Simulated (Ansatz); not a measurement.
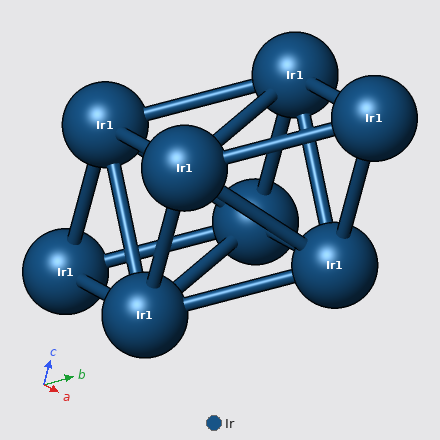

Three computed energy maps of cells of Ir. The picture above is the structure of the first map.

Map 1

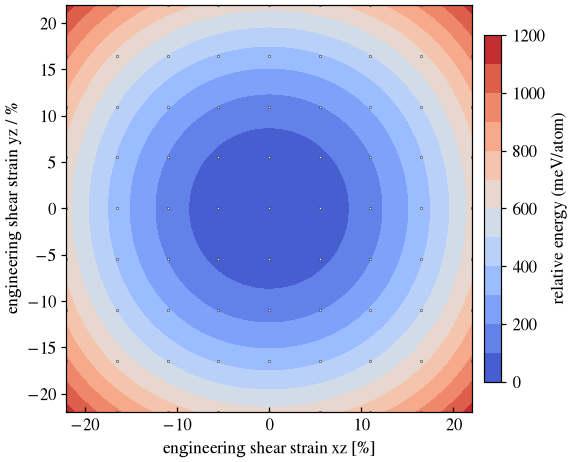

Ir (Fm-3m, No. 225; 1 atom in the cell). 
- The energy is mapped over two homogeneous strains (x, y and z along the cube axes).
- The first coordinate is: engineering shear strain xz; the second: engineering shear strain yz.
- Nothing is relaxed (symmetry fixes all fractional coordinates).
- The scan uses a 9 × 9 grid; 15 points were computed and 66 follow by symmetry.
- Points are written as (first, second).
- All energies are given in meV/atom relative to the lowest grid point.
- Level of theory: DFT LDA, scalar-relativistic, plane waves, PAW (Ansatz 0.2.0). Settings: cutoff 420 eV, k-mesh 20×20×20, gaussian smearing 0.15 eV, no spin polarisation.

Drawn: filled contours, dots at the grid points. Between grid points the surface is interpolated.

Map 2

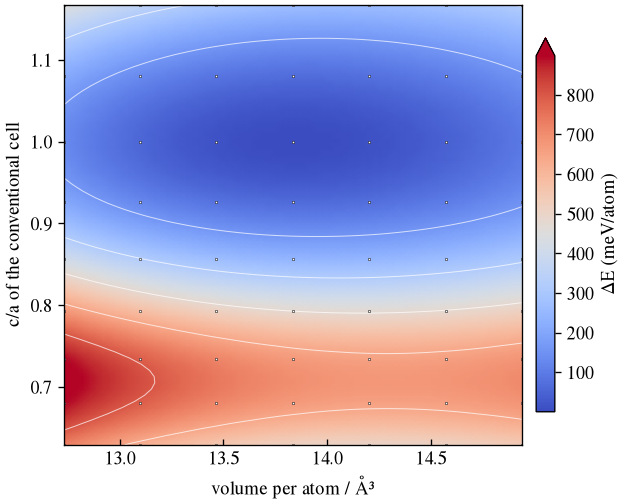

Ir (Fm-3m, No. 225; 1 atom in the cell). The energy is mapped over volume and the cell's shape. The first coordinate is: volume per atom; the second: c/a of the conventional cell. Nothing is relaxed (symmetry fixes all fractional coordinates). The grid has 7 × 9 points. Points are written as (first, second). Energies are in meV/atom, from the lowest grid point. Method: DFT LDA, scalar-relativistic, plane waves, PAW (Ansatz 0.2.0). Settings: cutoff 420 eV, k-mesh 22×22×22, gaussian smearing 0.15 eV, no spin polarisation.

The picture shows a smooth colour map with a few white contour lines, dots at the grid points, one colour for all values above the top of the scale. Between grid points the surface is interpolated.

Map 3

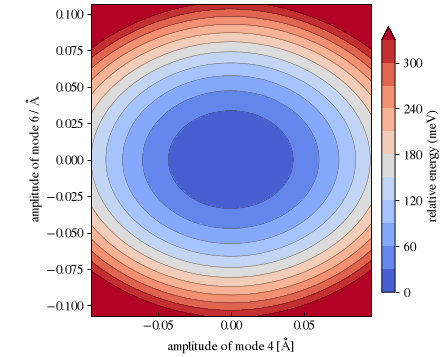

Ir (Fm-3m, No. 225; 2 atoms in the cell). The energy is mapped over two normal modes frozen in (zone-centre modes of the 2-atom cell of this scan, which folds in the wave vector (0, 1/2, 1/2) of the primitive cell). The first coordinate is: amplitude of mode 4 (152 cm⁻¹), largest displacement; the second: amplitude of mode 6 (193 cm⁻¹), largest displacement. Nothing is relaxed (the cell and all other modes fixed). The scan uses an 11 × 11 grid; 36 points were computed and 85 follow by symmetry. Points are written as (first, second). Energies are in meV per cell, from the lowest grid point. These are results of DFT LDA, scalar-relativistic, plane waves, PAW in Ansatz 0.2.0, not measurements. Settings: cutoff 420 eV, k-mesh 16×16×12 in the order of the run's cell vectors, gaussian smearing 0.15 eV, no spin polarisation.

Drawn: filled contours, one colour for all values above the top of the scale. Between grid points the surface is interpolated.

**What does each map show?**

Map 1: The lowest grid point is at (0.0 %, 0.0 %). It is the only kind of minimum in the scanned range. The highest grid point, (−22.0 %, −22.0 %), lies 1144 meV/atom above the lowest. Round the minimum the contours are nearly round: the two directions are equally stiff and uncoupled.
Map 2: The lowest grid point is at (13.835 Å³, 1.000) [fcc]. It is the only kind of minimum in the scanned range. The highest grid point, (12.729 Å³, 0.734), lies 899 meV/atom above the lowest. Round the minimum the two coordinates are nearly uncoupled.
Map 3: The lowest grid point is at (0.000 Å, 0.000 Å). No other kind of well shows on this grid. The highest grid point, (−0.096 Å, −0.107 Å), lies 517 meV above the lowest.

**Maps 1, 2, 3 start from a relaxed reference structure. Do they show a way to lower its energy?**

No. In each of them the reference is the lowest point, within the accuracy of the grid, so it is stable against the distortions scanned (other distortions weren't tried).

PAW datasets: the set soft_1.
